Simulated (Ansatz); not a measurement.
**AlGa3N4: band-structure calculation**

System: AlGa3N4 (8 atoms in the cell).
Method: DFT r2SCAN, scalar-relativistic, plane waves, PAW, no spin polarisation (Ansatz 0.2.0).

The structure was made by a generator, so it may or may not be a known phase. Figures and captions count atoms from 1; the log counts them from 0 in places.

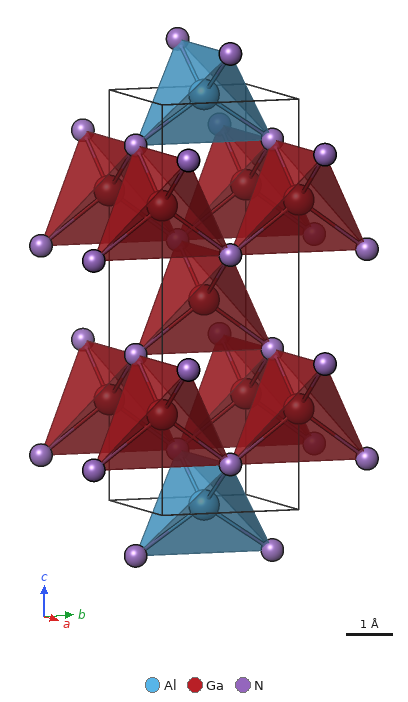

**Figure 1.** The structure (polyhedral view of the cell of the calculation, seen slightly off an axis; polyhedra are completed across the faces of the cell).

Input file:
```yaml
crystal:
  lattice:
    - [3.1929258782, 0.0, 0.0]
    - [0.0, 3.1929258782, 0.0]
    - [0.0, 0.0, 9.0066911826]
  atoms:
    - { symbol: Al, position: [0.5, 0.5, 0.0] }
    - { symbol: Ga, position: [0.0, 0.0, 0.7545476341] }
    - { symbol: Ga, position: [0.0, 0.0, 0.2454523659] }
    - { symbol: Ga, position: [0.5, 0.5, 0.5] }
    - { symbol: "N", position: [0.5, 0.0, 0.8830153804] }
    - { symbol: "N", position: [0.0, 0.5, 0.1169846196] }
    - { symbol: "N", position: [0.5, 0.0, 0.3728708887] }
    - { symbol: "N", position: [0.0, 0.5, 0.6271291113] }
basis:
  ecutwfc: 500
kpoints:
  mp_grid: { grid: [8, 8, 4] }
  band_path:
    path:
      - [[0.0, 0.0, 0.0], [0.0, 0.5, 0.0], [0.5, 0.5, 0.0], [0.0, 0.0, 0.0], [0.0, 0.0, 0.5], [0.0, 0.5, 0.5], [0.5, 0.5, 0.5], [0.0, 0.0, 0.5]]
      - [[0.0, 0.5, 0.0], [0.0, 0.5, 0.5]]
      - [[0.5, 0.5, 0.0], [0.5, 0.5, 0.5]]
    npoints: 14
hamiltonian:
  xc: r2scan
scf:
  occupations: { method: gaussian, width: 0.02 }
  n_extra_bands: 20
output:
  forces: true
  stress: true
  eigenvalues: true
  populations: true
  dos: { projected: true, de: 0.02, nscf_kmesh: { grid: [12, 12, 6] } }
  bader: true
  write_density: true
  write_potential: true
  elf: true
  volumetric_format: npy
```

Launch command:
```bash
ansatz run input.yaml --threads 1 --pin off --max-ram 2560MiB --backend cpu --events-out ev --progress --plain --runs-dir out
```

Log:
```
scf.n_extra_bands = 20 over 31 filled bands (N_el = 62.0): the run solves 51 bands
Engine: ansatz 0.2.0, x86_64-unknown-linux-gnu
Pseudopotentials: kind: paw
Pseudopotential: Al, paw, valence charge 3, recommended cutoff 500 eV (meta_gga), Al.paw.azcp
Pseudopotential: Ga, paw, valence charge 13, recommended cutoff 500 eV (meta_gga), Ga.paw.azcp
Pseudopotential: N, paw, valence charge 5, recommended cutoff 500 eV (meta_gga), N.paw.azcp
Functional definition: r2SCAN
  parameter k0 = 0.174
  parameter k1 = 0.065
  parameter a1 = 4.9479
  exchange = r2scan_x(k0 = k0, k1 = k1, a1 = a1)
  correlation = r2scan_c
Crystal: 8 atoms, lattice volume = 91.821 Å³
Basis set: ecut = 500 eV, 2301 PW (Γ), exchange–correlation on 96×96×288 points (64 copies of the dense FFT grid, shifted against one another)
Bands: 51, of which v1, the nominal top of the filled ones, is band 31 counted from 1 (30 counted from 0)
Symmetry: 8 space group operations
Space group: P-4m2 (ITA 115), of the structure as read, at distance tolerance 4.5e-5 Å
k-points: 45 of 256 (time reversal used)
Non-local potential: Al, projectors of the file, l = 0: 2, l = 1: 2, l = 2: 1
Non-local potential: Ga, projectors of the file, l = 0: 2, l = 1: 2, l = 2: 3, l = 3: 1
Non-local potential: N, projectors of the file, l = 0: 2, l = 1: 2, l = 2: 1
PAW form: soft (Blöchl's): semilocal exchange-correlation on the pseudo side does not see the compensation charge
PAW frozen core: Al, regenerated for the run's functional (the file was generated under x = pbe(κ = 0.804, μ = 0.2195149727645171), c = pbe(β = 0.06672455060314922))
PAW frozen core: Ga, regenerated for the run's functional (the file was generated under x = pbe(κ = 0.804, μ = 0.2195149727645171), c = pbe(β = 0.06672455060314922))
PAW frozen core: N, regenerated for the run's functional (the file was generated under x = pbe(κ = 0.804, μ = 0.2195149727645171), c = pbe(β = 0.06672455060314922))
PAW one-centre angular grid: Al, 302 points (default); XC on 160 Gauss nodes
PAW one-centre angular grid: Ga, 590 points (default); XC on 160 Gauss nodes
PAW one-centre angular grid: N, 302 points (default); XC on 160 Gauss nodes
Initial density: superposition of atomic densities (neutral atoms: chi_scale 0, normalization atom), corrected by the library's trained network
Initial wavefunctions: pseudopotential atomic-orbital guess
Functional: x = r2scan, c = r2scan; τ floored in thin density (d = 2e-4 eV/Å³)
SCF iter   1: F=—  HF=-13457.341496 eV  |F-HF|=—  |Δ(HF+E_count)|=         —  Δρ=1.10e-2  dr2=5.25e-2  dr2_τ=3.99e-1  ethr=1.77e-3  ⟨swp⟩=5.6  Hψ=9500  notcnv=0  defer=97
preconditioner: auto → Resta (q_TF=auto, 2.555 Å⁻¹)  ε∞=3.2  [insulator: Δε(μ)=2.456 eV  Ē_g=20.592 eV  σ=0.020 eV  W_gap=1.00  n_scr=26 (ndim 8)  ℏωp=30.5 eV  f_vac=0.000  D(μ)=0.00/eV (n_scr^D=0)  ε∞_Penn≈3.2]
SCF iter   2: F=—  HF=-13457.495579 eV  |F-HF|=—  |Δ(HF+E_count)|=   1.54e-1  Δρ=5.35e-3  dr2=1.79e-2  dr2_τ=4.28e-4  ethr=8.46e-5  ⟨swp⟩=2.9  Hψ=4467  notcnv=0  defer=645
SCF iter   3: F=—  HF=-13457.494274 eV  |F-HF|=—  |Δ(HF+E_count)|=   1.30e-3  Δρ=3.27e-3  dr2=4.25e-3  dr2_τ=2.21e-4  ethr=2.89e-5  ⟨swp⟩=3.0  Hψ=3199  notcnv=0  defer=645
SCF iter   4: F=—  HF=-13457.494213 eV  |F-HF|=—  |Δ(HF+E_count)|=   6.07e-5  Δρ=3.24e-4  dr2=7.99e-5  dr2_τ=4.05e-5  ethr=6.86e-6  ⟨swp⟩=3.0  Hψ=3173  notcnv=0  defer=645
SCF iter   5: F=—  HF=-13457.494233 eV  |F-HF|=—  |Δ(HF+E_count)|=   1.92e-5  Δρ=1.41e-4  dr2=1.06e-5  dr2_τ=1.44e-6  ethr=1.29e-7  ⟨swp⟩=2.0  Hψ=3042  notcnv=0  defer=645
SCF iter   6: F=—  HF=-13457.494239 eV  |F-HF|=—  |Δ(HF+E_count)|=   6.34e-6  Δρ=6.49e-5  dr2=4.23e-6  dr2_τ=4.99e-7  ethr=1.72e-8  ⟨swp⟩=2.2  Hψ=2656  notcnv=0  defer=645
SCF iter   7: F=—  HF=-13457.494238 eV  |F-HF|=—  |Δ(HF+E_count)|=   5.19e-7  Δρ=1.92e-5  dr2=4.19e-7  dr2_τ=2.44e-8  ethr=6.82e-9  ⟨swp⟩=2.0  Hψ=2170  notcnv=0  defer=645
SCF iter   8: F=-13457.494238 eV  HF=-13457.494238 eV  |F-HF|=1.85e-8  |Δ(HF+E_count)|=   4.37e-8  Δρ=6.52e-6  dr2=3.94e-8  dr2_τ=2.46e-9  ethr=1.61e-10  ⟨swp⟩=13.8  Hψ=15899  notcnv=0
SCF 1 converged in 8 iterations: F = -13457.494238 eV  dr2 = 3.94e-8
  greatest PAW one-centre occupation: 0.995 electrons in one spin orbital (limit 2), on the Ga atom at site 2 (counted from 0), in its partial waves of l = 2
NSCF: frozen V_eff on 129 k-points
NSCF: frozen V_eff on 112 k-points
SCF converged after 8 iterations
Free energy (F): -13457.494238 eV
Harris-Foulkes:  -13457.494238 eV  (|F-HF|=1.85e-8)
Internal energy: -13457.494238 eV  (E = F + TS)
E sigma→0 (E₀):  -13457.494238 eV
Fermi energy:    9.681731 eV
--- Per-component energies (eV) ---
  E_band       = -69.610245
  E_kinetic    = 896.420266
  E_local      = -6947.472883  (includes V_loc(G=0)·N_el)
  E_nonlocal   = 1482.845358
  E_hartree    = 3198.352686
  E_xc         = -462.250513
  E_vxc        = -547.468024  (∫ρ·V_xc dr)
  E_paw        = -7014.132867  (= ΣΔE_a)
  E_vpaw       = -1380.527013  (= ΣTr[D̂ρ^β])
  E_aug_tail   = -0.000059  (compensation charges beyond the density's cutoff)
  E_vtau       = 29.880523  (kinetic-family band-sum trace: ∫τ·v_τ [+ j·A + Jᵃ·Aᵃ] dr)
  E_ewald      = -4609.118650
  E_core_change = -2.137576  (= ΣΔE_core)
  E_smearing   = -0.000000  (= −TS)
  E_closure    = 0.000000  (closes the sum)
  Σ components = -13457.494238   (vs F -13457.494238, Δ=0.00e0)
--- Forces (eV/Å), atoms counted from 1 ---
  atom   1  Al     0.00000000     0.00000000     0.00000000
  atom   2  Ga     0.00000000     0.00000000    -0.02818519
  atom   3  Ga     0.00000000     0.00000000     0.02818519
  atom   4  Ga     0.00000000     0.00000000     0.00000000
  atom   5  N     -0.00000000     0.00000000    -0.08649404
  atom   6  N     -0.00000000     0.00000000     0.08649404
  atom   7  N     -0.00000000     0.00000000    -0.00216700
  atom   8  N      0.00000000     0.00000000     0.00216700
  max |Σ_I F_I| component: 1.39e-17 eV/Å
--- Stress (GPa, compression-positive) ---
       -5.783964       0.000000      -0.000000
        0.000000      -5.783964       0.000000
       -0.000000       0.000000      -5.730337
  P = ⅓ Tr σ = -5.7661 GPa (-57.661 kbar)
--- Band table (eV; the first three rows and the last of 45) ---
  k-point 0: bands = ["-7.9036", "-7.2134", "-7.1731", "-6.4904", "-5.2541", "-5.2541", "-5.1863", "-5.1697", "-5.1697", "-5.1640", "-5.0477", "-5.0477", "-5.0249", "-5.0151", "-4.9737", "-4.9599", "-4.9170", "-4.8225", "-3.7060", "2.5777", "4.6860", "5.4103", "5.8778", "5.8778", "6.8665", "6.8665", "7.1757", "7.1757", "8.3420", "8.4363", "8.4363", "10.9271", "12.2848", "13.7585", "13.8300", "15.9082", "16.5833", "17.3985", "19.6925", "19.6925", "19.8425", "20.4133", "20.6392", "21.1609", "21.1609", "21.6636", "21.8716", "21.8716", "23.6294", "23.6294", "26.8027"]
  k-point 1: bands = ["-7.8463", "-7.4347", "-7.0192", "-6.4871", "-5.2551", "-5.2551", "-5.2126", "-5.1679", "-5.1679", "-5.1636", "-5.0738", "-5.0485", "-5.0485", "-5.0016", "-4.9737", "-4.9599", "-4.9170", "-4.6484", "-3.8321", "2.7617", "4.1479", "5.9495", "5.9495", "6.0145", "6.5615", "6.5615", "7.5097", "7.5097", "7.9116", "8.3327", "8.3327", "11.3862", "12.4508", "13.3365", "13.5565", "15.9712", "16.5633", "17.7951", "19.4865", "19.7912", "19.7912", "20.1895", "20.8236", "20.8236", "21.2918", "21.8670", "22.2519", "22.2519", "23.4791", "23.4791", "25.7284"]
  k-point 2: bands = ["-7.7212", "-7.6300", "-6.9592", "-6.4837", "-5.2560", "-5.2560", "-5.2357", "-5.1661", "-5.1661", "-5.1631", "-5.0881", "-5.0494", "-5.0494", "-5.0002", "-4.9737", "-4.9600", "-4.9170", "-4.4360", "-4.0217", "3.0715", "3.6599", "6.0868", "6.0868", "6.3060", "6.3060", "6.6734", "7.2926", "7.8041", "7.8041", "8.1536", "8.1536", "12.0591", "12.6045", "12.9582", "13.0295", "16.0560", "16.4894", "18.6315", "18.6962", "19.9395", "19.9395", "20.2410", "20.5331", "20.5331", "21.2459", "22.6216", "22.6216", "23.2429", "23.2429", "23.5039", "23.5207"]
  k-point 44: bands = ["-6.8972", "-6.8972", "-6.3909", "-6.3909", "-5.1734", "-5.1641", "-5.1489", "-5.0740", "-5.0740", "-5.0145", "-5.0085", "-4.9869", "-4.9782", "-4.9330", "-4.9195", "-3.8686", "-3.8686", "-3.2965", "-3.2965", "2.4745", "2.6943", "2.7497", "3.4834", "5.1651", "5.3587", "5.3587", "5.4274", "5.5061", "5.5093", "5.5614", "5.5614", "13.3177", "13.3177", "13.5828", "13.5828", "16.1962", "16.4549", "16.4913", "18.6218", "20.4675", "20.7947", "21.1438", "21.2562", "21.2562", "21.5314", "22.1594", "22.1594", "23.7636", "23.7722", "23.8290", "24.3683"]
--- Löwdin populations: 8 sites ---
  site symbol       q [e]
     0     Al      1.8576
     1     Ga     12.2122
     2     Ga     12.2122
     3     Ga     12.1969
     4      N      5.9071
     5      N      5.9071
     6      N      5.7623
     7      N      5.7623
  spilling = 0.002940 (of n_electrons = 62.000000)
--- Bader charges: 8 sites ---
  site symbol  charge [e]  shift [e]
     0     Al      2.4743     0.0012
     1     Ga      1.6218     0.0115
     2     Ga      1.6218     0.0115
     3     Ga      1.6332     0.0117
     4      N     -2.0419     0.0050
     5      N     -2.0419     0.0050
     6      N     -1.6337     0.0117
     7      N     -1.6337     0.0117
  estimated error of the sums over rays = 3.5e-4 e
```

File populations.tsv:
```
# site	symbol	l	j	q
# orbitals = lowdin
# n_electrons = 62.000000
# spilling = 0.002940
0	Al	0_3S	-	0.558632
0	Al	1_3P	-	1.298976
1	Ga	0_4S	-	0.808174
1	Ga	1_4P	-	1.423250
1	Ga	2_3D	-	9.980801
2	Ga	0_4S	-	0.808174
2	Ga	1_4P	-	1.423250
2	Ga	2_3D	-	9.980801
3	Ga	0_4S	-	0.809829
3	Ga	1_4P	-	1.406400
3	Ga	2_3D	-	9.980630
4	N	0_2S	-	1.422089
4	N	1_2P	-	4.484974
5	N	0_2S	-	1.422089
5	N	1_2P	-	4.484974
6	N	0_2S	-	1.425899
6	N	1_2P	-	4.336426
7	N	0_2S	-	1.425899
7	N	1_2P	-	4.336426
```

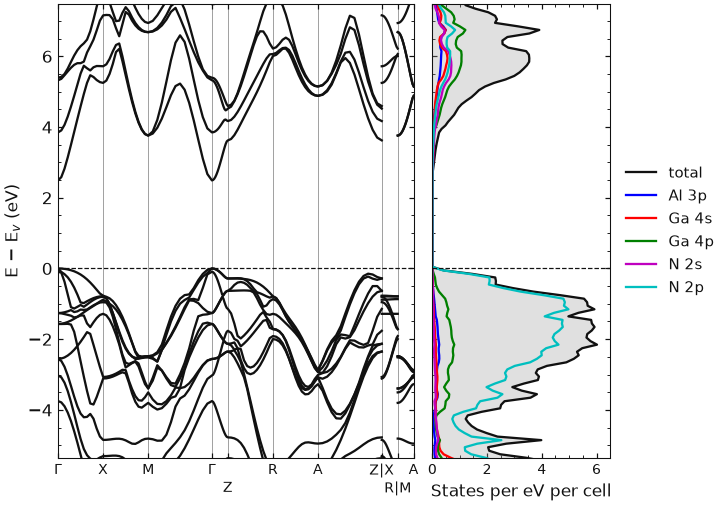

**Figure 2.** Band structure along Γ–X–M–Γ–Z–R–A–Z|X–R|M–A and density of states (projected on Löwdin-orthogonalised atomic shells), with energies from the valence-band top. There is a gap of 2.49 eV on this path, direct, at Γ.

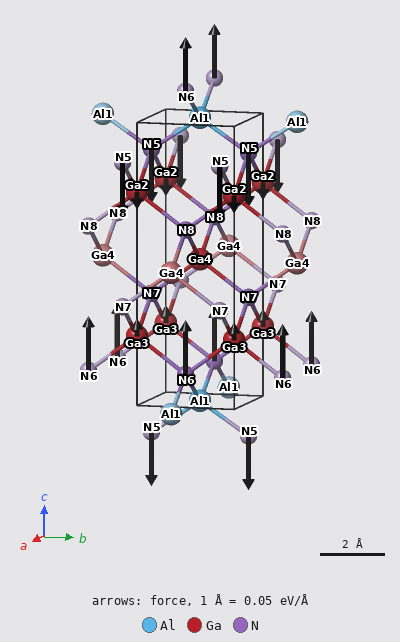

**Figure 3.** Forces on the atoms as black arrows (ball-and-stick view of the cell of the calculation, seen slightly off an axis; neighbours outside the cell are drawn fainter; atoms are numbered from 1 in the order of the input); the smallest are left out. The largest act on N5, N6 (0.09 eV/Å); Ga2, Ga3 (0.03 eV/Å). The geometry is not a stationary point of this energy.

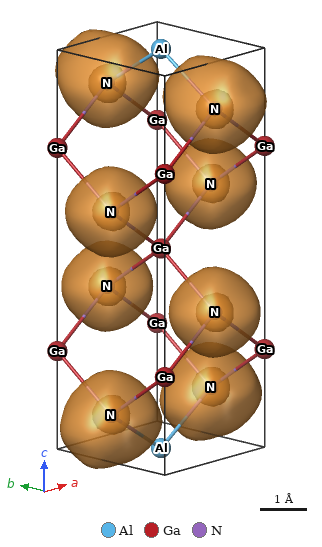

**Figure 4.** Isosurface of the ELF at 0.65 (orange), seen at an oblique angle. Only the valence region is drawn (cores and ρ < 0.01 e/Å³ removed). Sticks mark near contacts. The outline is the cell set on symmetry axes. Along the contacts the grid gives the following. Al–N (1.91 Å): the ELF peaks at about 0.90 between the atoms, which marks a shared but strongly polarised pair. Ga–N (1.96 Å): the ELF is about 0.50 at the midpoint. The fields are those of the smooth PAW valence density.

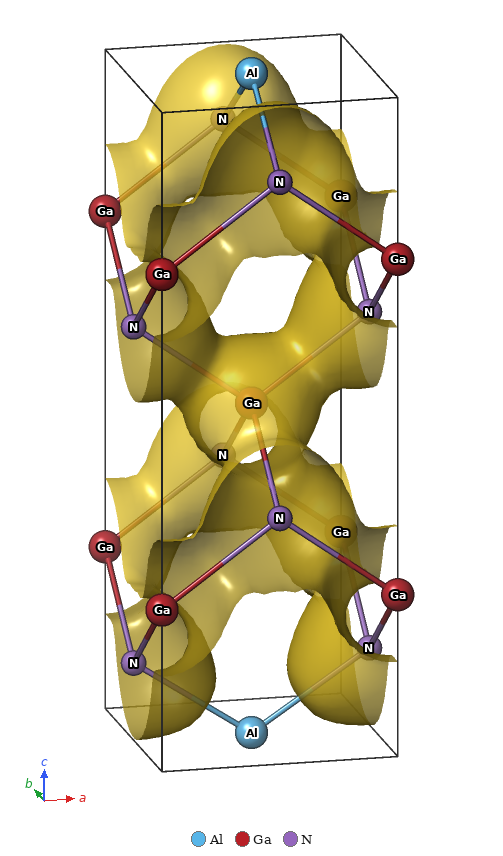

**Figure 5.** Isosurface of the valence charge density (pseudo) at 0.4 e/Å³ (yellow), seen slightly off an axis. Sticks mark near contacts. The outline is the cell set on symmetry axes. At this value the density is joined into sheets; it holds about 85 % of the electrons treated as valence (semicore included). On the grid the lowest density along these lines, outside the cores, is 0.56 e/Å³ (Al–N, 1.91 Å) and 0.7 e/Å³ (Ga–N, 1.96 Å).

Key numbers:

| quantity | value |
| --- | --- |
| outcome | converged |
| space group (tolerance 0.01 Å) | P-4m2 (115) |
| electrons treated | 62 |
| free energy | −13457.4942 eV |
| Fermi energy | 9.682 eV |
| gap on the k-point mesh | 2.49 eV |
| gap on the band path | 2.49 eV |
| pressure | −5.77 GPa |
| largest force (length of the vector) | 0.086 eV/Å |
| hardware | 1 thread of AMD EPYC (Zen 5), 24 GiB of memory available, shared host |
| wall time | 1.7 min |
| peak memory | 0.83 GiB |

Notes:

The cell is under a tension of 5.8 GPa at this level, so it is not at its equilibrium volume.
